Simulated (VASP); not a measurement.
Run report: CaO, single-point calculation (part 1 of 2)

The run: single-point calculation of CaO (P1, 2 atoms in the cell). Method and program: DFT, PBE, plane waves, PAW (VASP 6.6.1).

The structure was built on a prototype by a generator. It belongs to a series of runs on one base structure; here: strained and displaced.

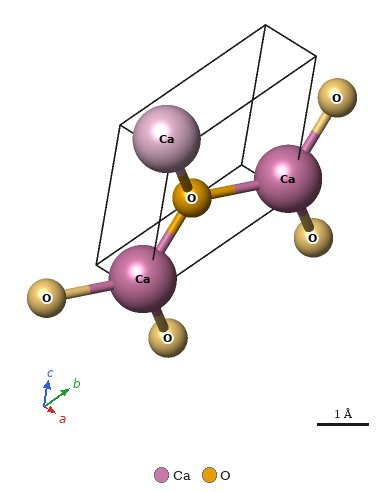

Figure 1. The input geometry (ball-and-stick view of the cell of the calculation, set on other vectors, seen slightly off an axis; neighbours outside the cell are drawn fainter). Near neighbours in the crystal (not all of them lie inside the picture): Ca has 3 O at 1.91 to 2.25 Å; O has 3 Ca at 1.91 to 2.25 Å.

**Summary**

```csv
quantity,value
outcome,converged
space group (tolerance 0.01 Å),P1 (1)
electrons treated,16
free energy,−11.5116 eV
Fermi energy,1.573 eV
band gap,2.82 eV
pressure,18.82 GPa
largest force (length of the vector),3.644 eV/Å
hardware,"1 CPU thread, shared host"
wall time,56 s
peak memory,0.26 GiB
```

**INCAR**
```
ENCUT = 520.000000
SIGMA = 0.020000
EDIFF = 1.00e-07
GGA = PE
PREC = Accurate
IBRION = -1
ISIF = 2
ISMEAR = -1
NBANDS = 15
NELM = 120
NSW = 0
LASPH = .TRUE.
LCHARG = .TRUE.
LELF = .TRUE.
LWAVE = .FALSE.
LREAL = .FALSE.
```

**KPOINTS**
```
KPOINTS created by Atomic Simulation Environment
0
Gamma
8 8 8
0 0 0
```

**POSCAR**
```
Ca O
 1.0000000000000000
    -0.0803000000000000    2.5087999999999999    2.6741999999999999
     2.4258000000000002    0.0046000000000000    2.5893000000000002
     2.4975999999999998    2.4956999999999998   -0.0672000000000000
 Ca  O
   1   1
Cartesian
  2.2797674400000001  2.6336661699999997  4.9322423700000000
  0.9652256300000001  1.1075242299999999  1.4064280800000000
```

Launched with:
```bash
mpirun -np 1 vasp_std
```

**OSZICAR**
```
N       E                     dE             d eps       ncg     rms          rms(c)
DAV:   1     0.120999773928E+03    0.12100E+03   -0.76232E+03  7800   0.103E+03
DAV:   2    -0.768277089394E+01   -0.12868E+03   -0.11890E+03  9469   0.286E+02
DAV:   3    -0.141990622537E+02   -0.65163E+01   -0.64613E+01 10318   0.632E+01
DAV:   4    -0.145364516363E+02   -0.33739E+00   -0.33720E+00 10540   0.116E+01
DAV:   5    -0.145390025964E+02   -0.25510E-02   -0.25509E-02 10123   0.118E+00    0.103E+01
DAV:   6    -0.116655805748E+02    0.28734E+01   -0.91241E+00  8150   0.270E+01    0.424E+00
DAV:   7    -0.115291159987E+02    0.13646E+00   -0.74574E-01  9047   0.920E+00    0.208E+00
DAV:   8    -0.115080552888E+02    0.21061E-01   -0.15174E-01  9977   0.407E+00    0.334E-01
DAV:   9    -0.115095429627E+02   -0.14877E-02   -0.10194E-02  9549   0.105E+00    0.164E-01
DAV:  10    -0.115112763014E+02   -0.17333E-02   -0.15152E-03  8409   0.354E-01    0.544E-02
DAV:  11    -0.115115596182E+02   -0.28332E-03   -0.42503E-04  8906   0.148E-01    0.255E-02
DAV:  12    -0.115115770220E+02   -0.17404E-04   -0.34743E-05  9470   0.689E-02    0.616E-03
DAV:  13    -0.115115764345E+02    0.58750E-06   -0.24403E-06  9371   0.206E-02    0.181E-03
DAV:  14    -0.115115767957E+02   -0.36124E-06   -0.79028E-07  9067   0.692E-03    0.510E-04
DAV:  15    -0.115115768283E+02   -0.32605E-07   -0.31778E-08  7848   0.237E-03
   1 F= -.11511577E+02 E0= -.11511577E+02  d E =-.920775E-13
```

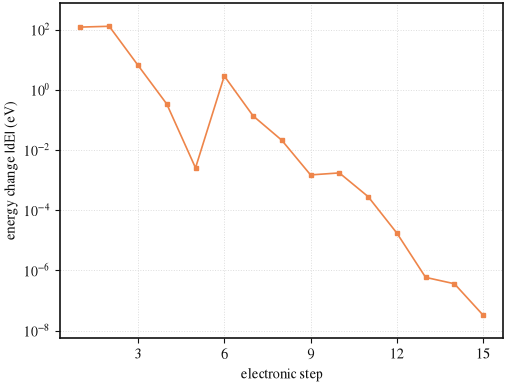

Figure 2. Convergence of the self-consistent field: energy change |dE| against the electronic step. It takes 15 electronic steps. The density is held fixed in the first few steps, and dE rises again when its update begins.

**Parts of OUTCAR**
```
k-points           NKPTS =    260   k-points in BZ     NKDIM =    260   number of bands    NBANDS=     15

   NELECT =      16.0000    total number of electrons

   dimension x,y,z NGX =    28 NGY =   28 NGZ =   28
   dimension x,y,z NGXF=    56 NGYF=   56 NGZF=   56

  energy-cutoff  :      520.00
  volume of cell :       33.31
      direct lattice vectors                 reciprocal lattice vectors
    -0.080300000  2.508800000  2.674200000    -0.194000007  0.199032037  0.181396389
     2.425800000  0.004600000  2.589300000     0.205412508 -0.200341986  0.194118839
     2.497600000  2.495700000 -0.067200000     0.194639709  0.200981688 -0.182706338

 k-points in reciprocal lattice and weights: KPOINTS created by Atomic Simulation Env
   0.00000000  0.00000000  0.00000000       0.002
   0.12500000 -0.00000000  0.00000000       0.004
   0.25000000 -0.00000000  0.00000000       0.004
   0.37500000 -0.00000000  0.00000000       0.004
   0.50000000 -0.00000000  0.00000000       0.002
  -0.00000000  0.12500000 -0.00000000       0.004
   0.12500000  0.12500000 -0.00000000       0.004
   0.25000000  0.12500000  0.00000000       0.004
   0.37500000  0.12500000  0.00000000       0.004
   0.50000000  0.12500000  0.00000000       0.004
  -0.37500000  0.12500000 -0.00000000       0.004
  -0.25000000  0.12500000 -0.00000000       0.004
  -0.12500000  0.12500000 -0.00000000       0.004
  -0.00000000  0.25000000 -0.00000000       0.004
   0.12500000  0.25000000 -0.00000000       0.004
   0.25000000  0.25000000 -0.00000000       0.004
   0.37500000  0.25000000 -0.00000000       0.004
   0.50000000  0.25000000  0.00000000       0.004
  -0.37500000  0.25000000 -0.00000000       0.004
  -0.25000000  0.25000000 -0.00000000       0.004
  -0.12500000  0.25000000 -0.00000000       0.004
  -0.00000000  0.37500000 -0.00000000       0.004
   0.12500000  0.37500000 -0.00000000       0.004
   0.25000000  0.37500000 -0.00000000       0.004
   0.37500000  0.37500000 -0.00000000       0.004
   0.50000000  0.37500000 -0.00000000       0.004
  -0.37500000  0.37500000 -0.00000000       0.004
  -0.25000000  0.37500000  0.00000000       0.004
  -0.12500000  0.37500000 -0.00000000       0.004
  -0.00000000  0.50000000 -0.00000000       0.002
   0.12500000  0.50000000 -0.00000000       0.004
   0.25000000  0.50000000 -0.00000000       0.004
   0.37500000  0.50000000 -0.00000000       0.004
   0.50000000  0.50000000 -0.00000000       0.002
  -0.00000000  0.00000000  0.12500000       0.004
   0.12500000 -0.00000000  0.12500000       0.004
   0.25000000  0.00000000  0.12500000       0.004
   0.37500000 -0.00000000  0.12500000       0.004
   0.50000000 -0.00000000  0.12500000       0.004
  -0.37500000  0.00000000  0.12500000       0.004
  -0.25000000  0.00000000  0.12500000       0.004
  -0.12500000  0.00000000  0.12500000       0.004
  -0.00000000  0.12500000  0.12500000       0.004
   0.12500000  0.12500000  0.12500000       0.004
   0.25000000  0.12500000  0.12500000       0.004
   0.37500000  0.12500000  0.12500000       0.004
   0.50000000  0.12500000  0.12500000       0.004
  -0.37500000  0.12500000  0.12500000       0.004
  -0.25000000  0.12500000  0.12500000       0.004
  -0.12500000  0.12500000  0.12500000       0.004
   0.00000000  0.25000000  0.12500000       0.004
   0.12500000  0.25000000  0.12500000       0.004
   0.25000000  0.25000000  0.12500000       0.004
   0.37500000  0.25000000  0.12500000       0.004
   0.50000000  0.25000000  0.12500000       0.004
  -0.37500000  0.25000000  0.12500000       0.004
  -0.25000000  0.25000000  0.12500000       0.004
  -0.12500000  0.25000000  0.12500000       0.004
  -0.00000000  0.37500000  0.12500000       0.004
   0.12500000  0.37500000  0.12500000       0.004
   0.25000000  0.37500000  0.12500000       0.004
   0.37500000  0.37500000  0.12500000       0.004
   0.50000000  0.37500000  0.12500000       0.004
  -0.37500000  0.37500000  0.12500000       0.004
  -0.25000000  0.37500000  0.12500000       0.004
  -0.12500000  0.37500000  0.12500000       0.004
   0.00000000  0.50000000  0.12500000       0.004
   0.12500000  0.50000000  0.12500000       0.004
   0.25000000  0.50000000  0.12500000       0.004
   0.37500000  0.50000000  0.12500000       0.004
   0.50000000  0.50000000  0.12500000       0.004
  -0.37500000  0.50000000  0.12500000       0.004
  -0.25000000  0.50000000  0.12500000       0.004
  -0.12500000  0.50000000  0.12500000       0.004
   0.00000000 -0.37500000  0.12500000       0.004
   0.12500000 -0.37500000  0.12500000       0.004
   0.25000000 -0.37500000  0.12500000       0.004
   0.37500000 -0.37500000  0.12500000       0.004
   0.50000000 -0.37500000  0.12500000       0.004
  -0.37500000 -0.37500000  0.12500000       0.004
  -0.25000000 -0.37500000  0.12500000       0.004
  -0.12500000 -0.37500000  0.12500000       0.004
   0.00000000 -0.25000000  0.12500000       0.004
   0.12500000 -0.25000000  0.12500000       0.004
   0.25000000 -0.25000000  0.12500000       0.004
   0.37500000 -0.25000000  0.12500000       0.004
   0.50000000 -0.25000000  0.12500000       0.004
  -0.37500000 -0.25000000  0.12500000       0.004
  -0.25000000 -0.25000000  0.12500000       0.004
  -0.12500000 -0.25000000  0.12500000       0.004
  -0.00000000 -0.12500000  0.12500000       0.004
   0.12500000 -0.12500000  0.12500000       0.004
   0.25000000 -0.12500000  0.12500000       0.004
   0.37500000 -0.12500000  0.12500000       0.004
   0.50000000 -0.12500000  0.12500000       0.004
  -0.37500000 -0.12500000  0.12500000       0.004
  -0.25000000 -0.12500000  0.12500000       0.004
  -0.12500000 -0.12500000  0.12500000       0.004
  -0.00000000  0.00000000  0.25000000       0.004
   0.12500000  0.00000000  0.25000000       0.004
   0.25000000 -0.00000000  0.25000000       0.004
   0.37500000 -0.00000000  0.25000000       0.004
   0.50000000  0.00000000  0.25000000       0.004
  -0.37500000  0.00000000  0.25000000       0.004
  -0.25000000  0.00000000  0.25000000       0.004
  -0.12500000  0.00000000  0.25000000       0.004
  -0.00000000  0.12500000  0.25000000       0.004
   0.12500000  0.12500000  0.25000000       0.004
   0.25000000  0.12500000  0.25000000       0.004
   0.37500000  0.12500000  0.25000000       0.004
   0.50000000  0.12500000  0.25000000       0.004
  -0.37500000  0.12500000  0.25000000       0.004
  -0.25000000  0.12500000  0.25000000       0.004
  -0.12500000  0.12500000  0.25000000       0.004
  -0.00000000  0.25000000  0.25000000       0.004
   0.12500000  0.25000000  0.25000000       0.004
   0.25000000  0.25000000  0.25000000       0.004
   0.37500000  0.25000000  0.25000000       0.004
   0.50000000  0.25000000  0.25000000       0.004
  -0.37500000  0.25000000  0.25000000       0.004
  -0.25000000  0.25000000  0.25000000       0.004
  -0.12500000  0.25000000  0.25000000       0.004
  -0.00000000  0.37500000  0.25000000       0.004
   0.12500000  0.37500000  0.25000000       0.004
   0.25000000  0.37500000  0.25000000       0.004
   0.37500000  0.37500000  0.25000000       0.004
   0.50000000  0.37500000  0.25000000       0.004
  -0.37500000  0.37500000  0.25000000       0.004
  -0.25000000  0.37500000  0.25000000       0.004
  -0.12500000  0.37500000  0.25000000       0.004
   0.00000000  0.50000000  0.25000000       0.004
   0.12500000  0.50000000  0.25000000       0.004
   0.25000000  0.50000000  0.25000000       0.004
   0.37500000  0.50000000  0.25000000       0.004
   0.50000000  0.50000000  0.25000000       0.004
  -0.37500000  0.50000000  0.25000000       0.004
  -0.25000000  0.50000000  0.25000000       0.004
  -0.12500000  0.50000000  0.25000000       0.004
  -0.00000000 -0.37500000  0.25000000       0.004
   0.12500000 -0.37500000  0.25000000       0.004
   0.25000000 -0.37500000  0.25000000       0.004
   0.37500000 -0.37500000  0.25000000       0.004
   0.50000000 -0.37500000  0.25000000       0.004
  -0.37500000 -0.37500000  0.25000000       0.004
  -0.25000000 -0.37500000  0.25000000       0.004
  -0.12500000 -0.37500000  0.25000000       0.004
  -0.00000000 -0.25000000  0.25000000       0.004
   0.12500000 -0.25000000  0.25000000       0.004
   0.25000000 -0.25000000  0.25000000       0.004
   0.37500000 -0.25000000  0.25000000       0.004
   0.50000000 -0.25000000  0.25000000       0.004
  -0.37500000 -0.25000000  0.25000000       0.004
  -0.25000000 -0.25000000  0.25000000       0.004
  -0.12500000 -0.25000000  0.25000000       0.004
  -0.00000000 -0.12500000  0.25000000       0.004
   0.12500000 -0.12500000  0.25000000       0.004
   0.25000000 -0.12500000  0.25000000       0.004
   0.37500000 -0.12500000  0.25000000       0.004
   0.50000000 -0.12500000  0.25000000       0.004
  -0.37500000 -0.12500000  0.25000000       0.004
  -0.25000000 -0.12500000  0.25000000       0.004
  -0.12500000 -0.12500000  0.25000000       0.004
  -0.00000000  0.00000000  0.37500000       0.004
   0.12500000  0.00000000  0.37500000       0.004
   0.25000000  0.00000000  0.37500000       0.004
   0.37500000 -0.00000000  0.37500000       0.004
   0.50000000 -0.00000000  0.37500000       0.004
  -0.37500000  0.00000000  0.37500000       0.004
  -0.25000000  0.00000000  0.37500000       0.004
  -0.12500000  0.00000000  0.37500000       0.004
  -0.00000000  0.12500000  0.37500000       0.004
   0.12500000  0.12500000  0.37500000       0.004
   0.25000000  0.12500000  0.37500000       0.004
   0.37500000  0.12500000  0.37500000       0.004
   0.50000000  0.12500000  0.37500000       0.004
  -0.37500000  0.12500000  0.37500000       0.004
```
